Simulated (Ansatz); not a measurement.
C (slab)

The calculation's input:

```
crystal:
  lattice:
    - [2.4649796655, 0.0, 0.0]
    - [-1.2324898327, 2.1347350101, 0.0]
    - [0.0, 0.0, 30.4768654965]
  atoms:
    - { symbol: C, position: [0.0, 0.0, 0.2789000803] }
    - { symbol: C, position: [0.6666666667, 0.3333333333, 0.2789000726] }
    - { symbol: C, position: [0.0, 0.0, 0.3894500421] }
    - { symbol: C, position: [0.3333333333, 0.6666666667, 0.3894500344] }
    - { symbol: C, position: [0.0, 0.0, 0.5000000039] }
    - { symbol: C, position: [0.6666666667, 0.3333333333, 0.4999999961] }
    - { symbol: C, position: [0.0, 0.0, 0.6105499656] }
    - { symbol: C, position: [0.3333333333, 0.6666666667, 0.6105499579] }
    - { symbol: C, position: [0.0, 0.0, 0.7210999274] }
    - { symbol: C, position: [0.6666666667, 0.3333333333, 0.7210999197] }
basis:
  ecutwfc: 420
kpoints:
  mp_grid: { grid: [12, 12, 1] }
hamiltonian:
  xc: pbe
  dispersion: d3bj
scf:
  occupations: { method: gaussian, width: 0.1 }
output:
  forces: true
  eigenvalues: true
  write_density: true
  write_potential: true
  elf: true
  volumetric_format: npy
relax:
  adjacent_minimum: "off"
  f_tol: 0.03
  max_steps: 70
  constraints: [{ sites: [0, 1, 2, 3] }]
efield:
  axis: 3
  dipole_correction: true
  ramp_width: 0.04
```

Run with:

```sh
ansatz run input.yaml --threads 2 --pin off --max-ram 5120MiB --backend cpu --events-out ev --progress --plain --runs-dir out
```

Computed with DFT PBE+D3(BJ), scalar-relativistic, plane waves, PAW in Ansatz 0.2.0.

> Predict the valence pseudo-density and electron localisation function between the atoms.

C–C (1.42 Å): ρ is about 2 e/Å³ halfway; the ELF peaks at about 0.95 between the atoms.

> Does the calculation give a band gap?

It is metallic or semimetallic at this level of theory: no gap opens.

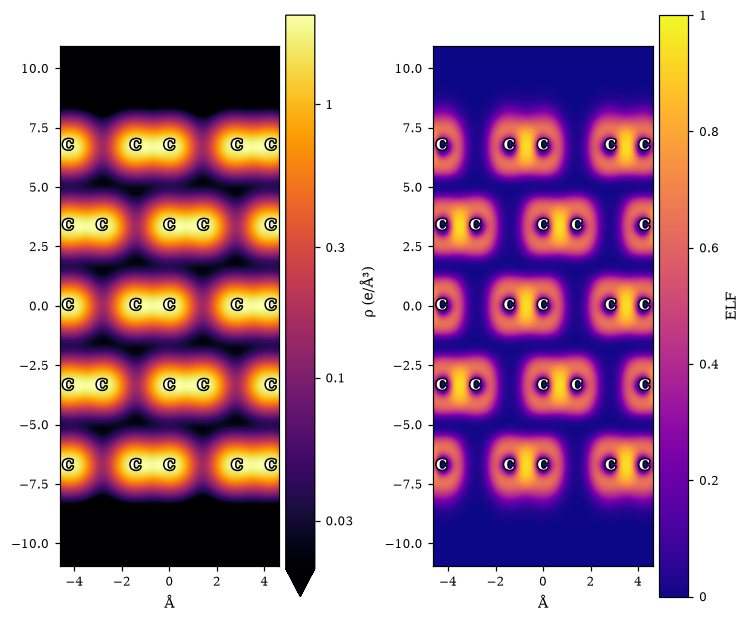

Computed valence pseudo-density and electron localisation function on the (110) plane of the calculation cell, a cut from vacuum to vacuum, in this order. 
